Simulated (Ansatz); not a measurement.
A series of calculations on Ge

## 1. Relaxation

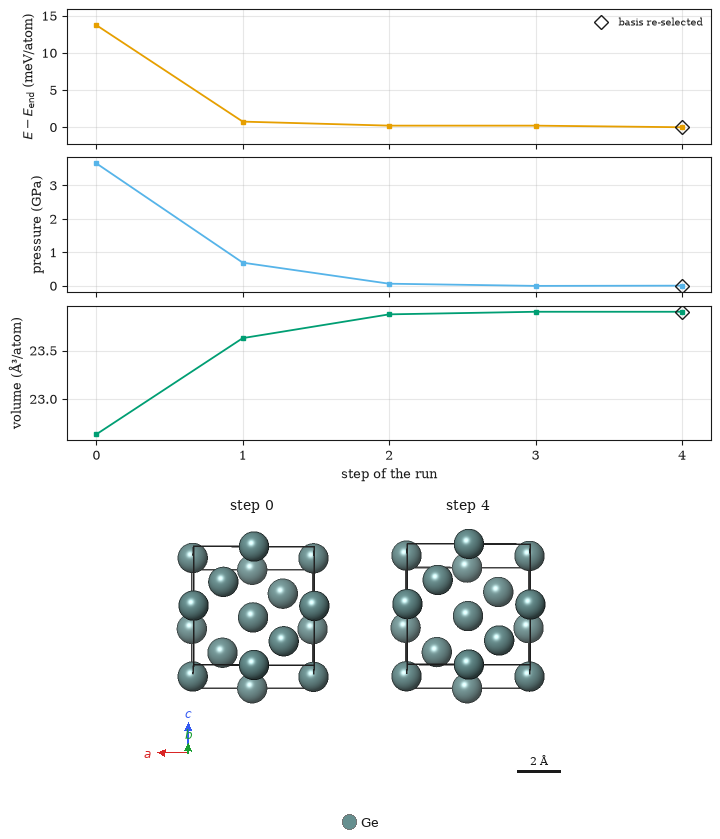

First and last geometry of a relaxation of crystalline Ge (set up in Fd-3m), with the history of the run. Style: spheres-only. Shown: the conventional cell (4 times the calculation's cell), from a free direction. Lengths and directions refer to the drawn axes.

All numbers below come from DFT PBE, scalar-relativistic, plane waves, PAW in Ansatz.

Input
```yaml
crystal:
  lattice:
    - [0.0, 2.82877, 2.82877]
    - [2.82877, 0.0, 2.82877]
    - [2.82877, 2.82877, 0.0]
  atoms:
    - { symbol: Ge, position: [0.5, 0.5, 0.5] }
    - { symbol: Ge, position: [0.75, 0.75, 0.75] }
basis:
  ecutwfc: 420
kpoints:
  mp_grid: { grid: [14, 14, 14] }
hamiltonian:
  xc: pbe
scf:
  occupations: { method: gaussian, width: 0.1 }
output:
  forces: true
  stress: true
  eigenvalues: true
relax:
  adjacent_minimum: "off"
  f_tol: 0.005
  max_steps: 80
  cell: { stress_tol: 0.05 }
```

Run as
```bash
ansatz run input.yaml --threads 8 --pin off --max-ram 20480MiB --backend cpu --events-out ev --progress --plain --runs-dir out
```

### Did the run converge, and what did it change?

It converged. The energy falls by 13.8 meV per atom in 3 accepted moves (4 points after the start). All forces vanish by symmetry, so only the cell relaxes. The pressure goes from 3.66 to 0.01 GPa. The SCF was repeated once at an unchanged geometry on a basis and grid sized afresh for the cell, which shifted the energy by 0.2 meV per atom at most. The atoms keep their places relative to the cell (all moves are under 0.005 Å). The volume changes by +5.6 %, with a = b = c 5.658 → 5.761 Å (+1.8 %). Among the contacts that change: Ge1–Ge2 2.450 → 2.495 Å. The space group stays Fd-3m (No. 227).

| step | E − E(0), meV/atom | pressure, GPa | volume, Å³/atom | note |
| --- | --- | --- | --- | --- |
| 0 | 0.00 | 3.66 | 22.636 |  |
| 1 | -13.00 | 0.69 | 23.629 |  |
| 2 | -13.54 | 0.07 | 23.874 |  |
| 3 | -13.54 | 0.00 | 23.901 |  |
| 4 | -13.75 | 0.01 | 23.901 | same geometry, new basis |

## 2. Relaxation

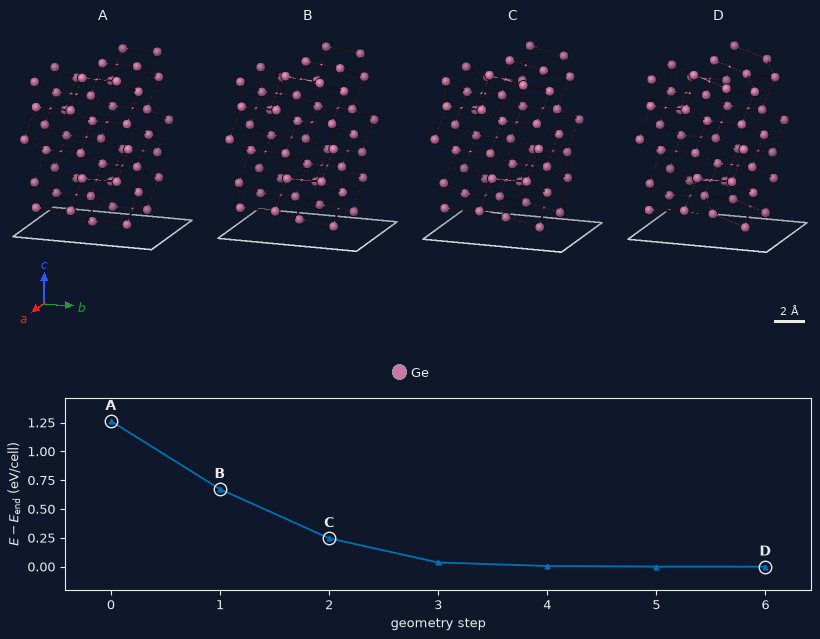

Frames of a relaxation of a slab of composition Ge (cut from the Fd-3m phase), marked on the history of the run. Style: ball-and-stick. Shown: the 2 × 1 repeat of the cell, outlined in the plane, without the vacuum (origin shifted), slightly off an axis.

Case: (2 1 1) slab, atoms relaxed. The slab is the (2 1 1) face of Ge.

The calculation used Ansatz 0.2.0, DFT r2SCAN, scalar-relativistic, plane waves, PAW.

Input
```yaml
crystal:
  lattice:
    - [4.0128347835, 0.0, 0.0]
    - [0.0, 9.8293976417, 0.0]
    - [0.0, 0.0, 25.4256505912]
  atoms:
    - { symbol: Ge, position: [0.5, 0.1666666667, 0.2949777027] }
    - { symbol: Ge, position: [0.5, 0.9166666667, 0.2949777027] }
    - { symbol: Ge, position: [0.0, 0.8333333333, 0.3405382132] }
    - { symbol: Ge, position: [0.0, 0.5833333333, 0.3405382132] }
    - { symbol: Ge, position: [0.5, 0.5, 0.3860987237] }
    - { symbol: Ge, position: [0.5, 0.25, 0.3860987237] }
    - { symbol: Ge, position: [0.0, 0.1666666667, 0.4316592342] }
    - { symbol: Ge, position: [0.0, 0.9166666667, 0.4316592342] }
    - { symbol: Ge, position: [0.5, 0.8333333333, 0.4772197447] }
    - { symbol: Ge, position: [0.5, 0.5833333333, 0.4772197447] }
    - { symbol: Ge, position: [0.0, 0.5, 0.5227802553] }
    - { symbol: Ge, position: [0.0, 0.25, 0.5227802553] }
    - { symbol: Ge, position: [0.5, 0.1666666667, 0.5683407658] }
    - { symbol: Ge, position: [0.5, 0.9166666667, 0.5683407658] }
    - { symbol: Ge, position: [0.0, 0.8333333333, 0.6139012763] }
    - { symbol: Ge, position: [0.0, 0.5833333333, 0.6139012763] }
    - { symbol: Ge, position: [0.5, 0.5, 0.6594617868] }
    - { symbol: Ge, position: [0.5, 0.25, 0.6594617868] }
    - { symbol: Ge, position: [0.0, 0.1666666667, 0.7050222973] }
    - { symbol: Ge, position: [0.0, 0.9166666667, 0.7050222973] }
basis:
  ecutwfc: 500
kpoints:
  mp_grid: { grid: [9, 4, 1] }
hamiltonian:
  xc: r2scan
scf:
  occupations: { method: gaussian, width: 0.05 }
output:
  forces: true
  eigenvalues: true
  write_density: true
  write_potential: true
  elf: true
  volumetric_format: npy
relax:
  adjacent_minimum: "off"
  f_tol: 0.02
  max_steps: 60
efield:
  axis: 3
  dipole_correction: true
  ramp_width: 0.04
```

Run as
```bash
ansatz run input.yaml --threads 4 --pin off --max-ram 10240MiB --backend cpu --events-out ev --progress --plain --runs-dir out
```

Describe the path.

Answer. The largest moves relative to the layer's centre, 0.67 Å, are those of Ge2 and Ge19. Ge2 goes at 35° to the normal (+c side). The lattice vectors keep their values. Near-neighbour distances that change, for instance: Ge15–Ge20 2.457 → 2.517 Å, Ge11–Ge16 2.457 → 2.506 Å, Ge15–Ge16 2.457 → 2.498 Å, Ge19–Ge20 2.457 → 2.418 Å. Among the angles between lasting bonds that change: Ge2–Ge1–Ge6 109.5° → 85.6°, Ge13–Ge18–Ge19 109.5° → 92.3°, Ge1–Ge2–Ge3 109.5° → 125.2°. Over 6 geometry steps the energy falls by 1.263 eV per cell of the calculation. The largest force component goes from 0.67 to 0.0079 eV/Å. From step 0 to 1: Ge atoms move most (0.20 Å), energy −0.590 eV per cell of the calculation. From step 1 to 2: Ge atoms move most (0.19 Å), energy −0.426 eV per cell of the calculation. From step 2 to 6: Ge atoms move most (0.28 Å), energy −0.247 eV per cell of the calculation.

```json
{"step": "0", "E − E(0), meV/atom": "0.00", "largest force component, eV/Å": "0.6719"}
{"step": "1", "E − E(0), meV/atom": "-29.52", "largest force component, eV/Å": "0.7555"}
{"step": "2", "E − E(0), meV/atom": "-50.84", "largest force component, eV/Å": "0.5083"}
{"step": "3", "E − E(0), meV/atom": "-61.35", "largest force component, eV/Å": "0.2377"}
{"step": "4", "E − E(0), meV/atom": "-62.88", "largest force component, eV/Å": "0.0932"}
{"step": "5", "E − E(0), meV/atom": "-63.14", "largest force component, eV/Å": "0.0241"}
{"step": "6", "E − E(0), meV/atom": "-63.17", "largest force component, eV/Å": "0.0079"}
```

## 3. A change

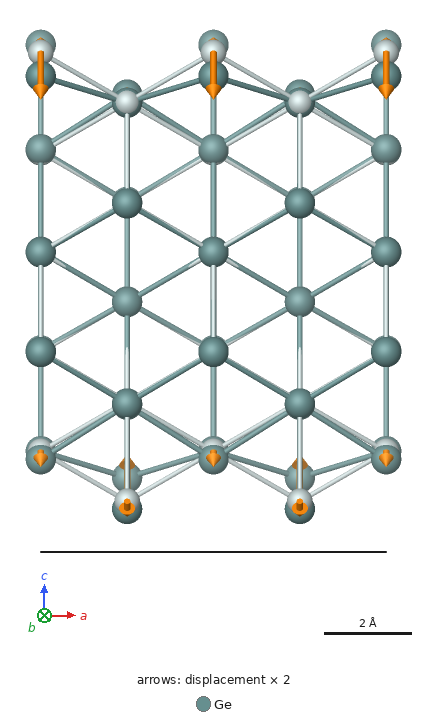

A (2 1 1) slab of Ge as cut from the relaxed bulk, drawn pale, and a changed version of it, drawn solid. The orange arrows show how the atoms are displaced, magnified 2 times. A ball-and-stick model of the 2 × 1 repeat of the cell, outlined in the plane, without the vacuum, seen along the b axis.

The calculation used Ansatz, DFT r2SCAN, scalar-relativistic, plane waves, PAW. (plane-wave cutoff 500 eV; occupations gaussian; no spin polarisation) The k-mesh is chosen for each cell (12×12×12, 9×4×1). Smearing widths differ between the runs.

### What was done to the structure, and with what result?

The atoms of the slab are relaxed at the bulk's in-plane cell. The surface energy (mean of the two faces) falls from 1.57 to 1.32 J/m². The top spacing, between the Ge2 and Ge2 planes, goes from 1.16 to 0.89 Å (−23.6 %), the bottom one (Ge2 to Ge2) from 1.16 to 0.89 Å (−23.6 %). The top plane rumples by 0.73 Å. The lattice vectors keep their values. The largest moves relative to the layer's centre, 0.67 Å, are those of Ge atoms. Among the bonded contacts that change: Ge–Ge 2.457 → 2.418 to 2.517 Å.
